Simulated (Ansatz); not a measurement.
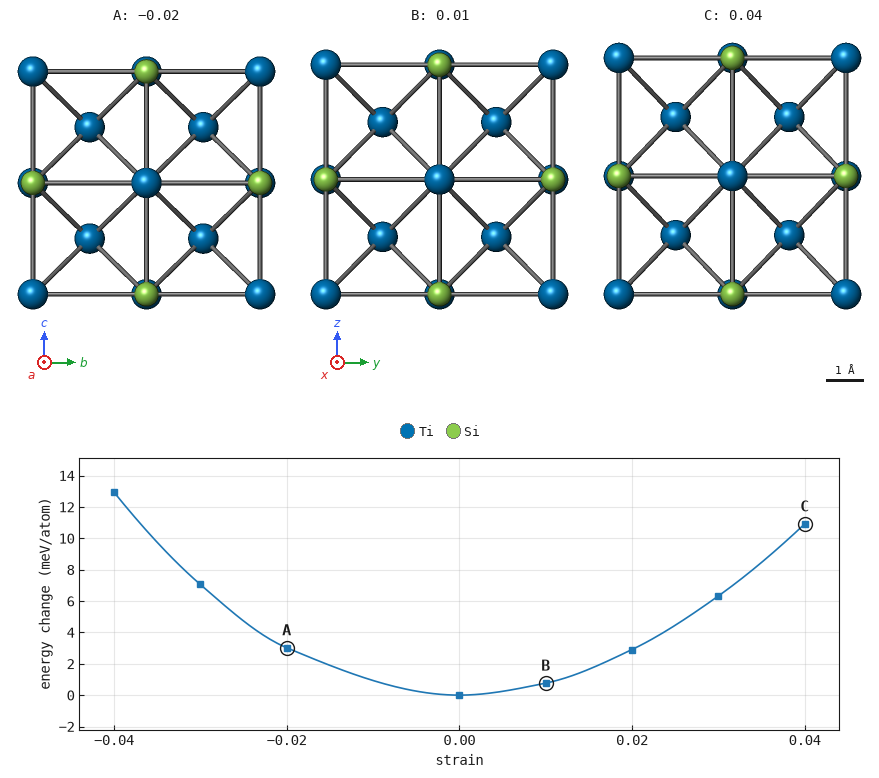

Solid Ti$_{3}$Si (Fm-3m): the cell is strained along z alone, with the atoms kept at their fractional coordinates. x, y and z are the Cartesian axes of the input. The lettered frames are marked on the plot. The picture is a ball-and-stick view of the conventional cell (4 times the calculation's cell), seen along the a axis. Lengths and directions refer to the drawn axes.

These are results of DFT PBEsol, scalar-relativistic, plane waves, PAW (Ansatz 0.2.0), not measurements. (plane-wave cutoff 420 eV; k-point mesh 14 × 14 × 14; occupations gaussian; smearing width 0.15 eV; collinear spin). Energies (free energies at the smearing named) are counted from the relaxed crystal.

**What does the scan show?**

The lowest computed point lies at the strain 0.00 (0.0 meV/atom). The end points stand at 12.9 meV/atom (−0.04) and 10.9 meV/atom (0.04). The curvature at zero strain, (1/V) d²E/dε², is about 160 GPa; it is C₃₃ with clamped ions. The distortion takes the space group from Fm-3m to I4/mmm. At the strain −0.04 the cell of the drawing goes c 6.216 → 5.967 Å.

The computed points:

```
strain  energy change (meV/atom)
−0.040                      12.9
−0.030                       7.1
−0.020                       3.0
 0.000                       0.0
 0.010                       0.8
 0.020                       2.9
 0.030                       6.3
 0.040                      10.9
```
